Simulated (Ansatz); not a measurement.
**Field-gradient calculation, with input and output: Ga**

System: Ga (2 atoms in the cell).
Method: DFT, PBEsol, PAW with Ansatz's default frozen-core files, scalar-relativistic, no spin polarisation (Ansatz 0.2.0).

The structure derives from an entry of the Crystallography Open Database. It belongs to a series of runs on one base structure; here: zz strain of -3 %, PAW files. Figures and captions count atoms from 1; the log counts them from 0 in places.

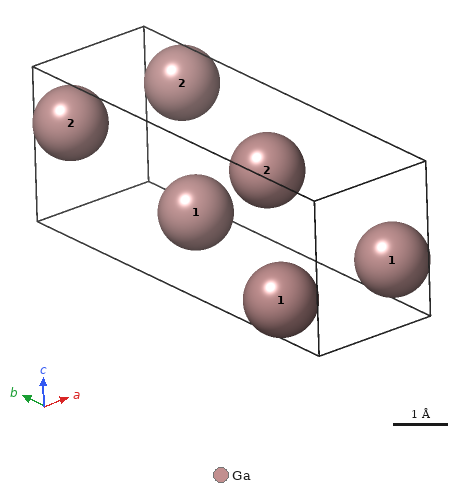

The input geometry (spheres-only view of the cell 2 times as large as that of the calculation, set on its symmetry axes, seen at an oblique angle; atoms are numbered from 1 in the order of the input).

### Results in brief

```csv
quantity,value
outcome,converged
space group (tolerance 0.01 Å),C2/c (15)
electrons treated,26
free energy,−7486.3788 eV
Fermi energy,10.193 eV
pressure,−0.16 GPa
field gradient V_zz (10²¹ V/m²),"Ga 2.53, Ga 2.53"
largest force (length of the vector),0.226 eV/Å
hardware,"1 thread of Arm Neoverse V2, 24 GiB of memory available, shared host"
wall time,22 s
peak memory,0.55 GiB
```

### Input
```yaml
crystal:
  lattice:
    - [1.383, -4.0265, 0.0]
    - [1.383, 4.0265, 0.0]
    - [-0.11745, 0.0, 3.2300321]
  atoms:
    - { symbol: Ga, position: [0.869, 0.131, 0.25] }
    - { symbol: Ga, position: [0.131, 0.869, 0.75] }
kpoints:
  mp_grid: { grid: [14, 14, 11] }
scf:
  occupations: { method: fermi_dirac, width: 0.03 }
hamiltonian:
  xc: pbesol
  pseudopotentials: { kind: paw }
output:
  forces: true
  stress: true
  eigenvalues: true
  efg: { contact_densities: true }
  write_density: true
  write_potential: true
  elf: true
  volumetric_format: npy
```

Command:
```bash
ansatz run input.yaml --threads 1 --pin off --max-ram 3072MiB --backend cpu --events-out ev --progress --plain --runs-dir out
```

### Log
```
Engine: ansatz 0.2.0, aarch64-unknown-linux-gnu
Pseudopotentials: kind: paw
Pseudopotential: Ga, paw, valence charge 13, recommended cutoff 420 eV (normal), Ga.paw.azcp
Functional definition: PBEsol
  exchange = pbesol_x
  correlation = pbesol_c
Crystal: 2 atoms, lattice volume = 35.974 Å³
Basis set: ecut = 420 eV, 699 PW (Γ), exchange–correlation on 60×60×48 points (8 copies of the dense FFT grid, shifted against one another)
Bands: 17, of which v1, the nominal top of the filled ones, is band 13 counted from 1 (12 counted from 0)
Symmetry: 4 space group operations
Space group: C2/c (ITA 15), of the structure as read, at distance tolerance 3.3e-5 Å
k-points: 582 of 2156
Non-local potential: Ga, projectors of the file, l = 0: 2, l = 1: 2, l = 2: 3, l = 3: 1
PAW form: soft (Blöchl's): semilocal exchange-correlation on the pseudo side does not see the compensation charge
PAW frozen core: Ga, regenerated for the run's functional, and the local potential with it (the file was generated under x = pbe(κ = 0.804, μ = 0.2195149727645171), c = pbe(β = 0.06672455060314922))
PAW one-centre angular grid: Ga, 590 points (default); XC on 64 Gauss nodes
Initial density: superposition of atomic densities (neutral atoms: chi_scale 0, normalization atom), corrected by the library's trained network
Initial wavefunctions: pseudopotential atomic-orbital guess
Functional: x = pbesol(κ = 0.804, μ = 0.12345679012345678), c = pbesol(β = 0.046)
SCF iter   1: F=—  HF=-7486.380207 eV  |F-HF|=—  |Δ(HF+E_count)|=         —  Δρ=2.29e-3  dr2=1.25e-3  ethr=1.77e-3  ⟨swp⟩=5.9  Hψ=46781  notcnv=0
preconditioner: auto → Kerker (q_TF=auto, 2.585 Å⁻¹)  [metal: Δε(μ)=0.004 eV  Ē_g=17.279 eV  σ=0.030 eV  W_gap=0.03  n_scr=12 (ndim 8)  ℏωp=31.6 eV  f_vac=0.000  D(μ)=0.59/eV (n_scr^D=2)]
SCF iter   2: F=—  HF=-7486.378886 eV  |F-HF|=—  |Δ(HF+E_count)|=   1.32e-3  Δρ=1.15e-3  dr2=4.22e-4  ethr=4.79e-6  ⟨swp⟩=2.0  Hψ=21999  notcnv=0  defer=25
SCF iter   3: F=—  HF=-7486.378846 eV  |F-HF|=—  |Δ(HF+E_count)|=   4.01e-5  Δρ=4.90e-4  dr2=1.18e-4  ethr=1.62e-6  ⟨swp⟩=1.0  Hψ=9826  notcnv=0  defer=25
SCF iter   4: F=—  HF=-7486.378819 eV  |F-HF|=—  |Δ(HF+E_count)|=   2.71e-5  Δρ=1.04e-4  dr2=7.22e-6  ethr=4.54e-7  ⟨swp⟩=2.0  Hψ=11583  notcnv=0  defer=25
SCF iter   5: F=—  HF=-7486.378817 eV  |F-HF|=—  |Δ(HF+E_count)|=   1.62e-6  Δρ=8.88e-5  dr2=1.40e-6  ethr=2.78e-8  ⟨swp⟩=2.0  Hψ=17394  notcnv=0  defer=25
SCF iter   6: F=—  HF=-7486.378816 eV  |F-HF|=—  |Δ(HF+E_count)|=   1.07e-6  Δρ=3.56e-5  dr2=1.83e-7  ethr=5.37e-9  ⟨swp⟩=2.0  Hψ=17390  notcnv=0  defer=25
SCF iter   7: F=-7486.378816 eV  HF=-7486.378816 eV  |F-HF|=4.06e-8  |Δ(HF+E_count)|=   3.30e-8  Δρ=1.37e-5  dr2=3.00e-8  ethr=3.85e-10  ⟨swp⟩=7.5  Hψ=57604  notcnv=0
SCF 1 converged in 7 iterations: F = -7486.378816 eV  dr2 = 3.00e-8
  greatest PAW one-centre occupation: 0.994 electrons in one spin orbital (limit 2), on the Ga atom at site 1 (counted from 0), in its partial waves of l = 2
```

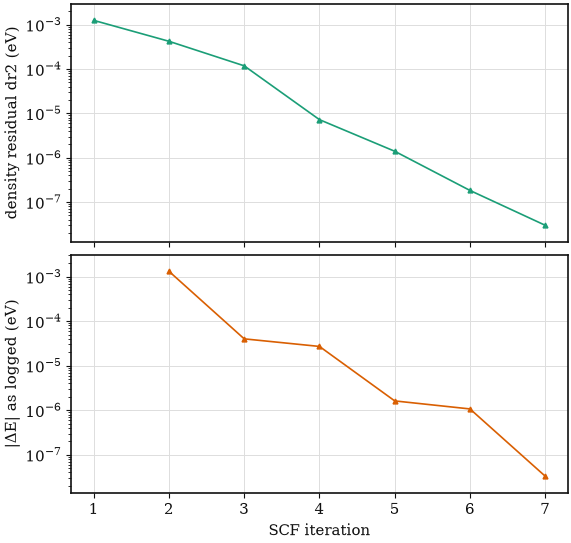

Convergence of the self-consistent field: density residual dr2 and size of the energy change against the SCF iteration. The residual falls at every step.

```
SCF converged after 7 iterations
Free energy (F): -7486.378816 eV
Harris-Foulkes:  -7486.378816 eV  (|F-HF|=4.06e-8)
Internal energy: -7486.377068 eV  (E = F + TS)
E sigma→0 (E₀):  -7486.377942 eV
Entropy (-TS):   -0.001748 eV (-0.874 meV/atom)
Fermi energy:    10.193364 eV
--- Per-component energies (eV) ---
  E_band       = -61.062124
  E_kinetic    = 230.984525
  E_local      = -3544.365512  (includes V_loc(G=0)·N_el)
  E_nonlocal   = 847.152237
  E_hartree    = 1667.485485
  E_xc         = -138.275858
  E_vxc        = -117.482842  (∫ρ·V_xc dr)
  E_paw        = -3893.005501  (= ΣΔE_a)
  E_vpaw       = -812.334977  (= ΣTr[D̂ρ^β])
  E_aug_tail   = -0.000252  (compensation charges beyond the density's cutoff)
  E_ewald      = -2658.078147
  E_core_change = 1.725956  (= ΣΔE_core)
  E_smearing   = -0.001748  (= −TS)
  E_closure    = -0.000000  (closes the sum)
  Σ components = -7486.378816   (vs F -7486.378816, Δ=0.00e0)
--- Forces (eV/Å), atoms counted from 1 ---
  atom   1  Ga     0.00000000     0.22636040     0.00000000
  atom   2  Ga     0.00000000    -0.22636040     0.00000000
  max |Σ_I F_I| component: 0.00e0 eV/Å
--- Stress (GPa, compression-positive) ---
       -0.327485       0.000000       0.089784
        0.000000      -0.599005       0.000000
        0.089784       0.000000       0.451159
  P = ⅓ Tr σ = -0.1584 GPa (-1.584 kbar)
--- PAW observables at the nuclei: V_zz in 10²¹ V/m², potentials from the cell's mean, atoms counted from 1 ---
  atom   1  Ga V_zz =    +2.527168   η = 0.5587   by run symmetry: allowed
            electrostatic potential = -4133.571688 V   contact ρ = 187069.000098 e/Å³
  atom   2  Ga V_zz =    +2.527168   η = 0.5587   by run symmetry: allowed
            electrostatic potential = -4133.571688 V   contact ρ = 187069.000098 e/Å³
--- Band table (eV; the first three rows and the last of 582) ---
  k-point 0: bands = ["-4.9781", "-4.9739", "-4.9232", "-4.9026", "-4.6225", "-4.6153", "-4.5892", "-4.5806", "-4.5757", "-4.4197", "-1.3055", "7.8181", "8.5150", "12.3224", "16.1017", "19.6318", "20.3522"]
  k-point 1: bands = ["-4.9826", "-4.9618", "-4.9225", "-4.8879", "-4.6404", "-4.6384", "-4.5777", "-4.5672", "-4.5646", "-4.4348", "-1.1844", "7.9612", "8.4322", "11.3208", "17.5012", "19.7282", "19.8852"]
  k-point 2: bands = ["-4.9921", "-4.9222", "-4.9221", "-4.8540", "-4.6699", "-4.6693", "-4.5838", "-4.5414", "-4.5407", "-4.4754", "-0.8196", "7.7698", "8.3861", "10.3062", "18.0582", "18.0787", "20.0228"]
  k-point 581: bands = ["-4.9354", "-4.9156", "-4.8523", "-4.8516", "-4.6463", "-4.6408", "-4.5932", "-4.5879", "-4.5822", "-4.5727", "3.8288", "4.2001", "5.7534", "6.1251", "20.4308", "21.5518", "21.8914"]
```

### File rho_z.tsv
```
# z_ang	rho[e/angstrom^3]
# format = ansatz-planar-average/11
# lattice	1.383000000	-4.026500000	0.000000000
# lattice	1.383000000	4.026500000	0.000000000
# lattice	-0.117450000	0.000000000	3.230032100
# sites	2
# site	31	1.353637500	-2.971557000	0.807508025
# site	31	1.294912500	2.971557000	2.422524075
0.000000	2.497898e-1
0.134674	2.669453e-1
0.269347	3.356803e-1
0.404021	5.198704e-1
0.538694	8.972271e-1
0.673368	1.381427e0
0.808042	1.620881e0
0.942715	1.381427e0
1.077389	8.972271e-1
1.212063	5.198704e-1
1.346736	3.356803e-1
1.481410	2.669453e-1
1.616083	2.497898e-1
1.750757	2.669453e-1
1.885431	3.356803e-1
2.020104	5.198704e-1
2.154778	8.972271e-1
2.289451	1.381427e0
2.424125	1.620881e0
2.558799	1.381427e0
2.693472	8.972271e-1
2.828146	5.198704e-1
2.962820	3.356803e-1
3.097493	2.669453e-1
```

### File v_z.tsv
```
# z_ang	v_es[eV]	v_tot[eV]
# format = ansatz-planar-average/11
# xc	pbesol
# density_cutoff_ev	1680
# datasets	Ga=:simpson_from_first_knot:soft:shift=-1252651
# lattice	1.383000000	-4.026500000	0.000000000
# lattice	1.383000000	4.026500000	0.000000000
# lattice	-0.117450000	0.000000000	3.230032100
# sites	2
# site	31	1.353637500	-2.971557000	0.807508025
# site	31	1.294912500	2.971557000	2.422524075
0.000000	6.693659e0	-3.359484e0
0.134674	6.529896e0	-3.587606e0
0.269347	6.116632e0	-4.183681e0
0.404021	5.672281e0	-4.863245e0
0.538694	5.327708e0	-5.413134e0
0.673368	5.110205e0	-5.766739e0
0.808042	5.037402e0	-5.887088e0
0.942715	5.110205e0	-5.766739e0
1.077389	5.327708e0	-5.413134e0
1.212063	5.672281e0	-4.863245e0
1.346736	6.116632e0	-4.183681e0
1.481410	6.529896e0	-3.587606e0
1.616083	6.693659e0	-3.359484e0
1.750757	6.529896e0	-3.587606e0
1.885431	6.116632e0	-4.183681e0
2.020104	5.672281e0	-4.863245e0
2.154778	5.327708e0	-5.413134e0
2.289451	5.110205e0	-5.766739e0
2.424125	5.037402e0	-5.887088e0
2.558799	5.110205e0	-5.766739e0
2.693472	5.327708e0	-5.413134e0
2.828146	5.672281e0	-4.863245e0
2.962820	6.116632e0	-4.183681e0
3.097493	6.529896e0	-3.587606e0
```

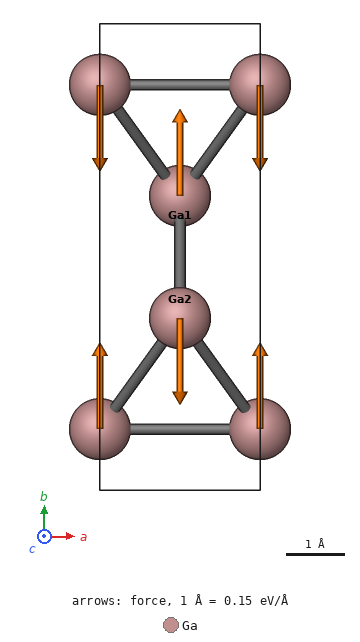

Forces on the atoms as orange arrows (ball-and-stick view of the cell 2 times as large as that of the calculation, set on its symmetry axes, along the c axis; atoms are numbered from 1 in the order of the input). The largest act on Ga1, Ga2 (0.23 eV/Å). The geometry is not a stationary point of this energy.

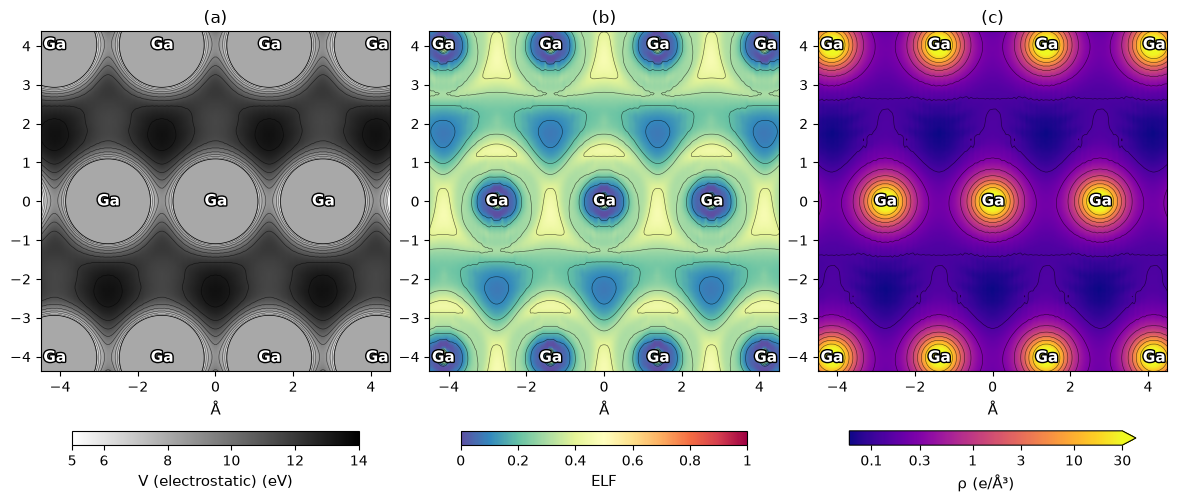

(a) electrostatic potential energy of an electron; (b) ELF; (c) valence pseudo-density on the (001) plane of the conventional cell. Grey discs, where drawn, cover atomic cores. Atoms in the plane: Ga. Ga–Ga (2.77 Å): ρ is about 0.23 e/Å³ halfway; the ELF is about 0.45 at the midpoint (nearly free electrons, as in a simple metal). Away from the nuclei the density in this plane falls to 0.06 e/Å³ at its lowest. The strong features right at Ga lie inside the PAW spheres (semicore, d or f shells) and say nothing about bonding. Outside the cores the potential energy rises away from the atoms and is highest about 2.1 Å from the nearest atoms; outside the discs it spans about 8 eV, and its zero is arbitrary. Core electrons are frozen (PAW), so the fields are smoothed inside the atomic spheres.
